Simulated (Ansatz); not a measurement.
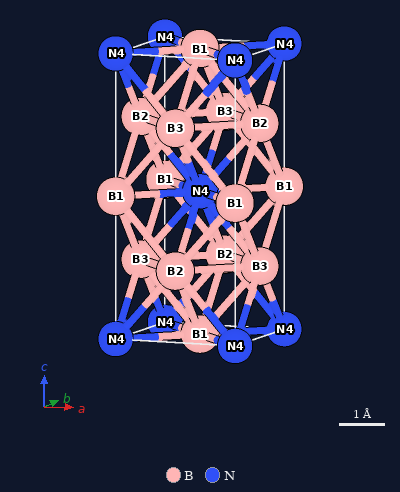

Figure 1. The structure as given in the input (ball-and-stick view of the cell 2 times as large as that of the calculation, set on its symmetry axes, seen slightly off an axis; atoms are numbered from 1 in the order of the input). Near neighbours in the crystal (not all of them lie inside the picture): B has 8 B at 2.03 to 2.16 Å and 4 N at 2.03 to 2.16 Å; N has 12 B at 2.03 to 2.16 Å.

**Run report: B$_{3}$N, geometry relaxation**

The run: geometry relaxation of B$_{3}$N (I4/mmm, 4 atoms in the cell). Method and program: DFT PBE, scalar-relativistic, plane waves, PAW (Ansatz 0.2.0).

The structure was built on a prototype by a generator; it need not be a known phase. The run did not end well. It belongs to a series of runs on one base structure; here: TiAl3 (D0_22) type (I4/mmm, No. 139). Figures and captions count atoms from 1; the log counts them from 0 in places.

### The program's output
```
Engine: ansatz 0.2.0, x86_64-unknown-linux-gnu
Pseudopotentials: kind: paw
Pseudopotential: B, paw, valence charge 3, recommended cutoff 420 eV (normal), B.paw.azcp
Pseudopotential: N, paw, valence charge 5, recommended cutoff 420 eV (normal), N.paw.azcp
Functional definition: PBE
  parameter kappa = 0.804
  parameter beta = 0.06672455060314922
  exchange = pbe_x(kappa = kappa, mu = beta*pi^2/3)
  correlation = pbe_c(beta = beta)
Crystal: 4 atoms, lattice volume = 26.587 Å³
Basis set: ecut = 420 eV, 527 PW (Γ), exchange–correlation on 54×54×54 points (8 copies of the dense FFT grid, shifted against one another)
Bands: 11, of which v1, the nominal top of the filled ones, is band 7 counted from 1 (6 counted from 0)
Symmetry: 16 space group operations
Space group: I4/mmm (ITA 139), of the structure as read, at distance tolerance 3.0e-5 Å
k-points: 834 of 10648
Non-local potential: B, projectors of the file, l = 0: 2, l = 1: 2, l = 2: 1
Non-local potential: N, projectors of the file, l = 0: 2, l = 1: 2, l = 2: 1
PAW form: soft (Blöchl's): semilocal exchange-correlation on the pseudo side does not see the compensation charge
PAW one-centre angular grid: B, 110 points (default); XC on 64 Gauss nodes
PAW one-centre angular grid: N, 110 points (default); XC on 64 Gauss nodes
Initial density: superposition of atomic densities (neutral atoms: chi_scale 0, normalization atom), corrected by the library's trained network
Initial wavefunctions: pseudopotential atomic-orbital guess
Functional: x = pbe(κ = 0.804, μ = 0.2195149727645171), c = pbe(β = 0.06672455060314922)
SCF iter   1: F=—  HF=-842.773753 eV  |F-HF|=—  |Δ(HF+E_count)|=         —  Δρ=8.46e-3  dr2=2.29e-2  ethr=1.77e-3  ⟨swp⟩=5.1  Hψ=49899  notcnv=0
preconditioner: auto → Kerker (q_TF=auto, 2.452 Å⁻¹)  [metal: Δε(μ)=0.004 eV  Ē_g=10.728 eV  σ=0.100 eV  W_gap=0.02  n_scr=10 (ndim 8)  ℏωp=26.9 eV  f_vac=0.000  D(μ)=1.25/eV (n_scr^D=10)]
SCF iter   2: F=—  HF=-842.770993 eV  |F-HF|=—  |Δ(HF+E_count)|=   2.76e-3  Δρ=4.61e-3  dr2=7.39e-3  ethr=1.63e-4  ⟨swp⟩=1.0  Hψ=15846  notcnv=0  defer=1
SCF iter   3: F=—  HF=-842.769724 eV  |F-HF|=—  |Δ(HF+E_count)|=   1.27e-3  Δρ=5.39e-4  dr2=8.52e-5  ethr=5.28e-5  ⟨swp⟩=2.2  Hψ=13309  notcnv=0  defer=1
SCF iter   4: F=—  HF=-842.769702 eV  |F-HF|=—  |Δ(HF+E_count)|=   2.19e-5  Δρ=6.80e-5  dr2=1.00e-6  ethr=6.09e-7  ⟨swp⟩=2.1  Hψ=13914  notcnv=0  defer=1
iter 5 did not close the SCF: its close was put off for the readings that it lacked (scf_convergence_deferred on its scf_iter line)
SCF iter   5: F=-842.769702 eV  HF=-842.769702 eV  |F-HF|=8.70e-9  |Δ(HF+E_count)|=   2.02e-7  Δρ=1.32e-5  dr2=3.45e-8  ethr=7.14e-9  ⟨swp⟩=2.3  Hψ=14778  notcnv=0  defer=1
SCF iter   6: F=-842.769702 eV  HF=-842.769702 eV  |F-HF|=4.92e-11  |Δ(HF+E_count)|=   3.72e-9  Δρ=1.64e-6  dr2=4.21e-10  ethr=2.47e-10  ⟨swp⟩=2.2  Hψ=29639  notcnv=0
SCF 1 converged in 6 iterations: F = -842.769702 eV  dr2 = 4.21e-10
  greatest PAW one-centre occupation: 0.858 electrons in one spin orbital (limit 2), on the N atom at site 3 (counted from 0), in its partial waves of l = 0
relax step   1: F+E_penalty+E_count = -842.76970208 eV  Δ(F+E_penalty+E_count) = +0.000e0 eV  max|allowed force component| = 2.602e-18 eV/Å  Δτ_max = 0.0000 Å  P = -2.984 GPa  Ω = 26.587 Å³  (6 SCF iters, dr2 threshold 1.00e-7 eV, accepted)
Crystal: 4 atoms, lattice volume = 26.412 Å³
Initial density: handed on by an earlier stage of this run
Initial wavefunctions: those handed on with the density
iter 1 solved again at ethr=8.74e-5 eV; its pass at ethr=3.10e-3 eV (dr2=1.22e-2 eV) is discarded
SCF iter   1: F=—  HF=-842.825339 eV  |F-HF|=—  |Δ(HF+E_count)|=         —  Δρ=5.87e-3  dr2=1.25e-2  ethr=8.74e-5  ⟨swp⟩=1.0  Hψ=68254  notcnv=0
preconditioner: auto → Kerker (q_TF=auto, 2.454 Å⁻¹)  [metal: Δε(μ)=0.002 eV  Ē_g=10.789 eV  σ=0.100 eV  W_gap=0.01  n_scr=10 (ndim 8)  ℏωp=27.0 eV  f_vac=0.000  D(μ)=1.54/eV (n_scr^D=14)]
SCF iter   2: F=—  HF=-842.822861 eV  |F-HF|=—  |Δ(HF+E_count)|=   2.48e-3  Δρ=2.94e-3  dr2=3.04e-3  ethr=8.74e-5  ⟨swp⟩=1.1  Hψ=9264  notcnv=0
SCF iter   3: F=—  HF=-842.822017 eV  |F-HF|=—  |Δ(HF+E_count)|=   8.43e-4  Δρ=3.69e-4  dr2=3.94e-5  ethr=2.17e-5  ⟨swp⟩=2.4  Hψ=13974  notcnv=0
SCF iter   4: F=—  HF=-842.822007 eV  |F-HF|=—  |Δ(HF+E_count)|=   1.09e-5  Δρ=7.61e-5  dr2=1.56e-6  ethr=2.81e-7  ⟨swp⟩=2.3  Hψ=14164  notcnv=0
iter 5 did not close the SCF: its close was put off for the readings that it lacked (scf_convergence_deferred on its scf_iter line)
SCF iter   5: F=-842.822006 eV  HF=-842.822006 eV  |F-HF|=1.07e-8  |Δ(HF+E_count)|=   3.15e-7  Δρ=7.59e-6  dr2=1.92e-8  ethr=1.11e-8  ⟨swp⟩=2.4  Hψ=13702  notcnv=0
SCF iter   6: F=-842.822006 eV  HF=-842.822006 eV  |F-HF|=1.47e-10  |Δ(HF+E_count)|=   2.85e-9  Δρ=1.24e-6  dr2=3.87e-10  ethr=1.37e-10  ⟨swp⟩=1.5  Hψ=27777  notcnv=0
the search or the solves at the SCF's close seem to have found levels that the self-consistency loop had missed (the run counts 2). By its estimate they hold under 1e-12 electrons; where the run keeps them, the occupations were computed again with them
SCF 2 converged in 6 iterations: F = -842.822006 eV  dr2 = 3.87e-10
  greatest PAW one-centre occupation: 0.853 electrons in one spin orbital (limit 2), on the N atom at site 3 (counted from 0), in its partial waves of l = 0
relax step   2: F+E_penalty+E_count = -842.82200620 eV  Δ(F+E_penalty+E_count) = -5.230e-2 eV  max|allowed force component| = 2.862e-17 eV/Å  Δτ_max = 0.0000 Å  P = -1.262 GPa  Ω = 26.412 Å³  energy of the carried Pulay correction = +3.529e-4 eV  (6 SCF iters, dr2 threshold 4.00e-7 eV, accepted)
Crystal: 4 atoms, lattice volume = 26.001 Å³
Basis set: ecut = 420 eV, 543 PW (Γ), exchange–correlation on 54×54×54 points (8 copies of the dense FFT grid, shifted against one another)
iter 1 solved again at ethr=5.21e-4 eV; its pass at ethr=3.10e-3 eV (dr2=7.30e-2 eV) is discarded
SCF iter   1: F=—  HF=-843.081015 eV  |F-HF|=—  |Δ(HF+E_count)|=         —  Δρ=1.45e-2  dr2=7.44e-2  ethr=5.21e-4  ⟨swp⟩=1.0  Hψ=71705  notcnv=0
preconditioner: auto → Kerker (q_TF=auto, 2.461 Å⁻¹)  [metal: Δε(μ)=0.004 eV  Ē_g=10.934 eV  σ=0.100 eV  W_gap=0.02  n_scr=10 (ndim 8)  ℏωp=27.2 eV  f_vac=0.000  D(μ)=1.17/eV (n_scr^D=10)]
SCF iter   2: F=—  HF=-843.066135 eV  |F-HF|=—  |Δ(HF+E_count)|=   1.49e-2  Δρ=7.35e-3  dr2=1.86e-2  ethr=5.21e-4  ⟨swp⟩=1.0  Hψ=9218  notcnv=0
SCF iter   3: F=—  HF=-843.061037 eV  |F-HF|=—  |Δ(HF+E_count)|=   5.10e-3  Δρ=1.02e-3  dr2=3.26e-4  ethr=1.33e-4  ⟨swp⟩=2.2  Hψ=13973  notcnv=0
SCF iter   4: F=—  HF=-843.060960 eV  |F-HF|=—  |Δ(HF+E_count)|=   7.71e-5  Δρ=1.96e-4  dr2=9.93e-6  ethr=2.33e-6  ⟨swp⟩=2.1  Hψ=13555  notcnv=0
iter 5 did not close the SCF: its close was put off for the readings that it lacked (scf_convergence_deferred on its scf_iter line)
SCF iter   5: F=-843.060957 eV  HF=-843.060958 eV  |F-HF|=1.30e-7  |Δ(HF+E_count)|=   2.08e-6  Δρ=2.28e-5  dr2=1.87e-7  ethr=7.09e-8  ⟨swp⟩=2.5  Hψ=13855  notcnv=0
SCF iter   6: F=-843.060958 eV  HF=-843.060958 eV  |F-HF|=1.25e-9  |Δ(HF+E_count)|=   3.99e-8  Δρ=3.88e-6  dr2=3.42e-9  ethr=1.34e-9  ⟨swp⟩=2.0  Hψ=31640  notcnv=0
the search or the solves at the SCF's close seem to have found levels that the self-consistency loop had missed (the run counts 8). By its estimate they hold under 1e-12 electrons; where the run keeps them, the occupations were computed again with them
SCF 3 converged in 6 iterations: F = -843.060958 eV  dr2 = 3.42e-9
  greatest PAW one-centre occupation: 0.841 electrons in one spin orbital (limit 2), on the N atom at site 3 (counted from 0), in its partial waves of l = 0
relax step   3: F+E_penalty+E_count = -843.06095753 eV  Δ(F+E_penalty+E_count) = -2.390e-1 eV  max|allowed force component| = 1.388e-17 eV/Å  Δτ_max = 0.0000 Å  P = +1.981 GPa  Ω = 26.001 Å³  energy of the carried Pulay correction = +1.180e-3 eV  (6 SCF iters, dr2 threshold 4.00e-7 eV, accepted)
Crystal: 4 atoms, lattice volume = 25.654 Å³
Basis set: ecut = 420 eV, 503 PW (Γ), exchange–correlation on 54×54×54 points (8 copies of the dense FFT grid, shifted against one another)
iter 1 solved again at ethr=5.83e-4 eV; its pass at ethr=3.10e-3 eV (dr2=8.16e-2 eV) is discarded
SCF iter   1: F=—  HF=-843.528565 eV  |F-HF|=—  |Δ(HF+E_count)|=         —  Δρ=1.63e-2  dr2=8.21e-2  ethr=5.83e-4  ⟨swp⟩=1.0  Hψ=74298  notcnv=0
preconditioner: auto → none  [metal: Δε(μ)=0.002 eV  Ē_g=11.090 eV  σ=0.100 eV  W_gap=0.01  n_scr=2 (ndim 8)  ℏωp=27.4 eV  f_vac=0.000  D(μ)=1.12/eV (n_scr^D=10)]
SCF iter   2: F=—  HF=-843.507275 eV  |F-HF|=—  |Δ(HF+E_count)|=   2.13e-2  Δρ=5.10e-3  dr2=4.48e-3  ethr=5.83e-4  ⟨swp⟩=2.8  Hψ=16684  notcnv=0
SCF iter   3: F=—  HF=-843.506313 eV  |F-HF|=—  |Δ(HF+E_count)|=   9.62e-4  Δρ=1.39e-3  dr2=2.81e-4  ethr=3.20e-5  ⟨swp⟩=1.0  Hψ=9221  notcnv=0
SCF iter   4: F=—  HF=-843.506272 eV  |F-HF|=—  |Δ(HF+E_count)|=   4.08e-5  Δρ=1.28e-4  dr2=1.06e-6  ethr=2.01e-6  ⟨swp⟩=1.5  Hψ=11411  notcnv=0
iter 5 did not close the SCF: its close was put off for the readings that it lacked (scf_convergence_deferred on its scf_iter line)
SCF iter   5: F=-843.506273 eV  HF=-843.506273 eV  |F-HF|=2.70e-9  |Δ(HF+E_count)|=   5.24e-7  Δρ=9.74e-6  dr2=1.35e-8  ethr=7.57e-9  ⟨swp⟩=2.3  Hψ=14730  notcnv=0
SCF iter   6: F=-843.506273 eV  HF=-843.506273 eV  |F-HF|=4.09e-12  |Δ(HF+E_count)|=   2.21e-9  Δρ=7.55e-7  dr2=8.79e-11  ethr=9.61e-11  ⟨swp⟩=1.5  Hψ=29434  notcnv=0
the search or the solves at the SCF's close seem to have found levels that the self-consistency loop had missed (the run counts 3). By its estimate they hold under 1e-12 electrons; where the run keeps them, the occupations were computed again with them
SCF 4 converged in 6 iterations: F = -843.506273 eV  dr2 = 8.79e-11
  greatest PAW one-centre occupation: 0.826 electrons in one spin orbital (limit 2), on the N atom at site 3 (counted from 0), in its partial waves of l = 0
relax step   4: F+E_penalty+E_count = -843.50627268 eV  Δ(F+E_penalty+E_count) = -4.453e-1 eV  max|allowed force component| = 2.958e-31 eV/Å  Δτ_max = 0.0000 Å  P = +4.701 GPa  Ω = 25.654 Å³  energy of the carried Pulay correction = +1.691e-3 eV  (6 SCF iters, dr2 threshold 4.00e-7 eV, accepted)
```

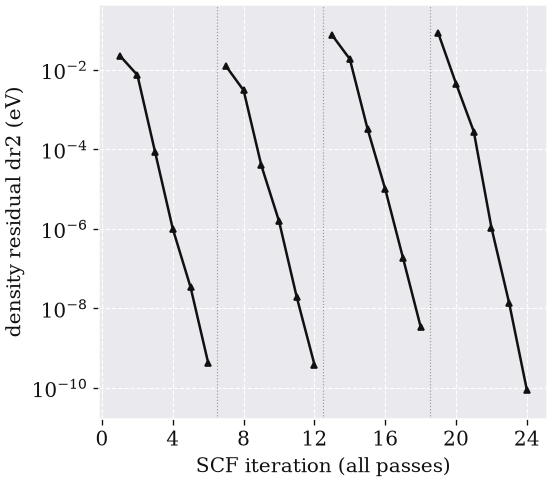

Figure 2. Convergence of the self-consistent field: density residual dr2 against the SCF iteration. The dotted lines part the SCF passes of the relaxation: geometry steps, rejected trials and re-solves on a re-selected basis. The passes take 6, 6, 6 and 6 iterations.

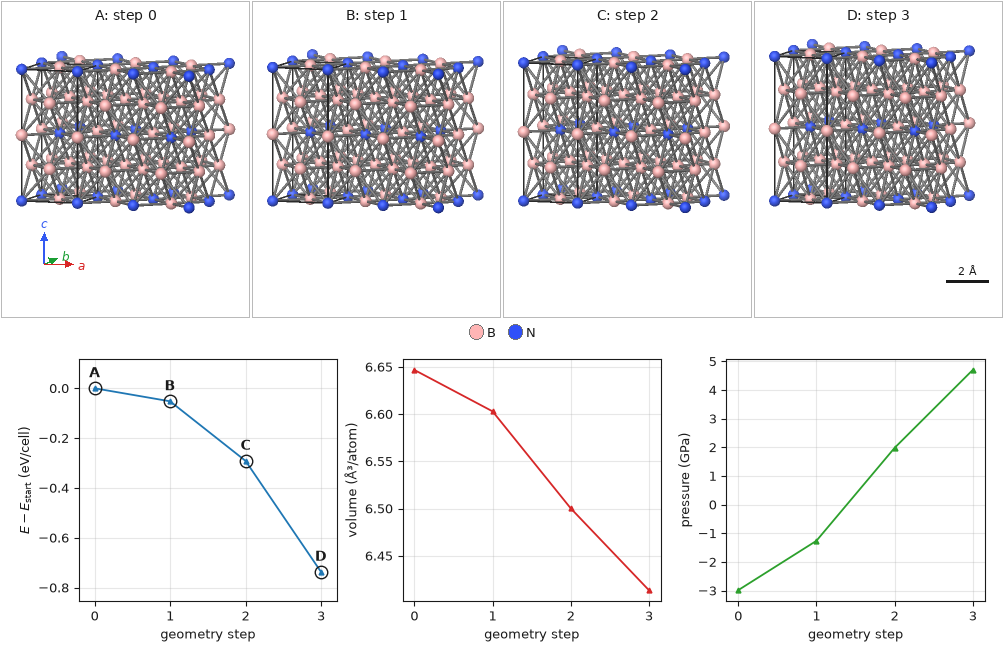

Figure 3. Frames of the relaxation (ball-and-stick view of the cell 2 times as large as that of the calculation, set on its symmetry axes, repeated 3 × 2 × 1, seen slightly off an axis) above the curves, on which the letters mark them (the first geometry is step 0 here and step 1 in the log).

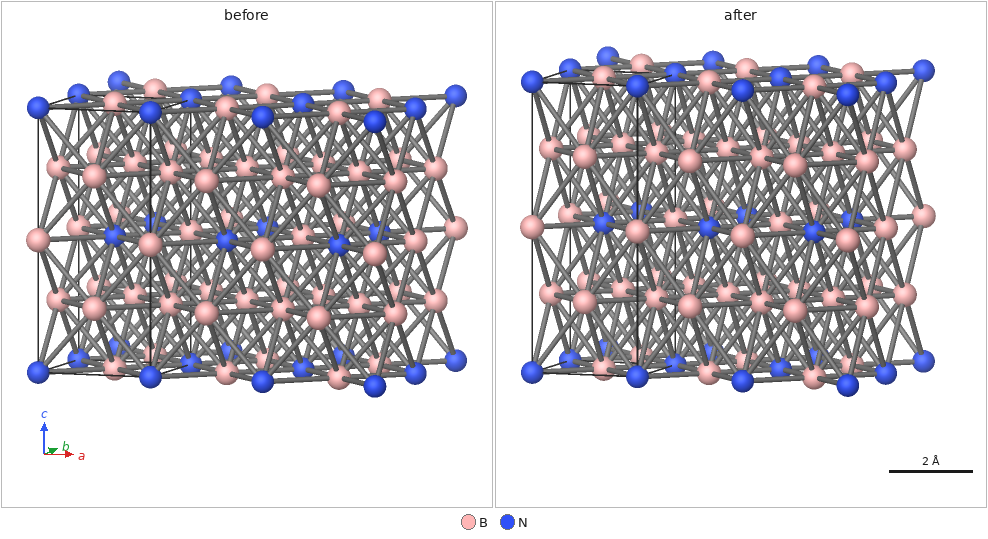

Figure 4. Before (left) and after (right) the relaxation, at one scale (ball-and-stick view of the cell 2 times as large as that of the calculation, set on its symmetry axes, repeated 3 × 2 × 1, seen slightly off an axis). The run was cut off at its time limit before the relaxation converged, so the last structure is only a point on the way. After 3 geometry steps the energy has fallen by 0.737 eV per cell of the calculation. All forces vanish by symmetry, so only the cell relaxes. The pressure goes from −2.98 to 4.70 GPa. No atom moves by more than 0.005 Å relative to the cell. The drawn cell changes as follows: a = b 2.877 → 2.697 Å (−6.3 %), c 6.426 → 7.056 Å (+9.8 %); the volume changes by −3.5 %. Distances before and after: B2–B3 2.034 → 1.907 Å, B1–N4 2.034 → 1.907 Å, B2–N4 2.156 → 2.220 Å, B1–B2 2.156 → 2.220 Å. The space group stays I4/mmm (No. 139). (Atoms are counted from 1 in the order of the input.)

```
Step cancelled. What follows is not a result of the run: it is the report of the last solve that finished, which converged after 6 SCF iterations.
Free energy (F): -843.506273 eV
Harris-Foulkes:  -843.506273 eV  (|F-HF|=4.09e-12)
Internal energy: -843.500700 eV  (E = F + TS)
E sigma→0 (E₀):  -843.503486 eV
Entropy (-TS):   -0.005573 eV (-1.393 meV/atom)
Fermi energy:    12.760236 eV
--- Per-component energies (eV) ---
  E_band       = 65.602282
  E_kinetic    = 262.948589
  E_local      = -157.987683  (includes V_loc(G=0)·N_el)
  E_nonlocal   = 84.772751
  E_hartree    = 44.650162
  E_xc         = -154.355052
  E_vxc        = -188.300280  (∫ρ·V_xc dr)
  E_paw        = -361.133468  (= ΣΔE_a)
  E_vpaw       = -25.131472  (= ΣTr[D̂ρ^β])
  E_aug_tail   = 0.000059  (compensation charges beyond the density's cutoff)
  E_ewald      = -562.396058
  E_smearing   = -0.005573  (= −TS)
  E_closure    = -0.000000  (closes the sum)
  Σ components = -843.506273   (vs F -843.506273, Δ=0.00e0)
--- Forces (eV/Å), atoms counted from 1 ---
  atom   1  B     -0.00000000     0.00000000    -0.00000000
  atom   2  B      0.00000000     0.00000000     0.00000000
  atom   3  B      0.00000000     0.00000000     0.00000000
  atom   4  N      0.00000000     0.00000000     0.00000000
  max |Σ_I F_I| component: 3.94e-31 eV/Å
--- Stress (GPa, compression-positive) ---
      -16.212139       0.000000      -0.000000
        0.000000     -16.212139       0.000000
       -0.000000       0.000000      45.014082
  P = ⅓ Tr σ = 4.1966 GPa (41.966 kbar)
--- Band table (eV; the first three rows and the last of 834) ---
  k-point 0: bands = ["-7.6038", "2.8772", "2.9237", "7.9045", "7.9045", "11.2866", "11.2866", "12.9588", "13.5149", "16.6639", "19.6624"]
  k-point 1: bands = ["-7.5420", "2.9306", "2.9534", "7.7094", "7.7788", "10.7122", "11.1926", "13.2100", "14.0443", "16.8349", "19.8379"]
  k-point 2: bands = ["-7.3573", "2.9445", "3.1803", "7.1918", "7.4818", "9.6579", "10.9343", "13.8848", "14.9379", "17.2550", "19.0164"]
  k-point 833: bands = ["-6.5981", "-2.5637", "6.8519", "6.8519", "9.4640", "12.5302", "13.5308", "13.5308", "16.8637", "17.0263", "17.6897"]
End of that report.
Error: SIGTERM received: cancelled by the caller after 4 completed ionic steps
```

### Trajectory as extended XYZ (Å, eV, eV/Å), 4 frames, from step=1 to step=4
```
4
Lattice="-1.4383 1.4383 3.2129 1.4383 -1.4383 3.2129 1.4383 1.4383 -3.2129" Properties=species:S:1:pos:R:3:forces:R:3 step=1 energy=-842.76970 pressure_GPa=-2.98
B     0.0000    0.0000    3.2129    0.0000   0.0000   0.0000
B     1.4383    0.0000    1.6064    0.0000   0.0000   0.0000
B     0.0000    1.4383    1.6064    0.0000   0.0000   0.0000
N     0.0000    0.0000    0.0000    0.0000   0.0000   0.0000
4
Lattice="-1.4234 1.4234 3.2590 1.4234 -1.4234 3.2590 1.4234 1.4234 -3.2590" Properties=species:S:1:pos:R:3:forces:R:3 step=2 energy=-842.82201 pressure_GPa=-1.26
B     0.0000    0.0000    3.2590    0.0000   0.0000   0.0000
B     1.4234    0.0000    1.6295    0.0000   0.0000   0.0000
B     0.0000    1.4234    1.6295    0.0000   0.0000   0.0000
N     0.0000    0.0000    0.0000    0.0000   0.0000   0.0000
4
Lattice="-1.3885 1.3885 3.3716 1.3885 -1.3885 3.3716 1.3885 1.3885 -3.3716" Properties=species:S:1:pos:R:3:forces:R:3 step=3 energy=-843.06096 pressure_GPa=1.98
B     0.0000    0.0000    3.3716    0.0000   0.0000   0.0000
B     1.3885    0.0000    1.6858    0.0000   0.0000   0.0000
B     0.0000    1.3885    1.6858    0.0000   0.0000   0.0000
N     0.0000    0.0000    0.0000    0.0000   0.0000   0.0000
4
Lattice="-1.3483 1.3483 3.5282 1.3483 -1.3483 3.5282 1.3483 1.3483 -3.5282" Properties=species:S:1:pos:R:3:forces:R:3 step=4 energy=-843.50627 pressure_GPa=4.70
B     0.0000    0.0000    3.5282    0.0000   0.0000   0.0000
B     1.3483    0.0000    1.7641    0.0000   0.0000   0.0000
B     0.0000    1.3483    1.7641    0.0000   0.0000   0.0000
N     0.0000    0.0000    0.0000    0.0000   0.0000   0.0000
```

This output came from the following input.

### The input
```yaml
crystal:
  lattice:
    - [-1.4383264989, 1.4383264989, 3.2128851665]
    - [1.4383264989, -1.4383264989, 3.2128851665]
    - [1.4383264989, 1.4383264989, -3.2128851665]
  atoms:
    - { symbol: B, position: [0.5, 0.5, 0.0] }
    - { symbol: B, position: [0.25, 0.75, 0.5] }
    - { symbol: B, position: [0.75, 0.25, 0.5] }
    - { symbol: "N", position: [0.0, 0.0, 0.0] }
basis:
  ecutwfc: 420
kpoints:
  mp_grid: { grid: [22, 22, 22] }
hamiltonian:
  xc: pbe
scf:
  occupations: { method: gaussian, width: 0.1 }
output:
  forces: true
  stress: true
  eigenvalues: true
relax:
  adjacent_minimum: "off"
  f_tol: 0.01
  max_steps: 80
  cell: { stress_tol: 0.05 }
```

Run as:
```bash
ansatz run input.yaml --threads 1 --pin off --max-ram 2560MiB --backend cpu --events-out ev --progress --plain --runs-dir out
```

### Outcome

- outcome: stopped at the time limit
- space group (tolerance 0.01 Å): I4/mmm (139)
- final cell: a = 4.010 Å, b = 4.010 Å, c = 4.010 Å, α = 140.71°, β = 140.71°, γ = 56.78°
- hardware: 1 thread of Intel Xeon @ 2.50GHz (Skylake/Cascade Lake), 256 GiB of memory available, shared host
- wall time: 2.1 min
- peak memory: 0.6 GiB

### Diagnosis

The run was cut off by its time limit, so the output is incomplete.
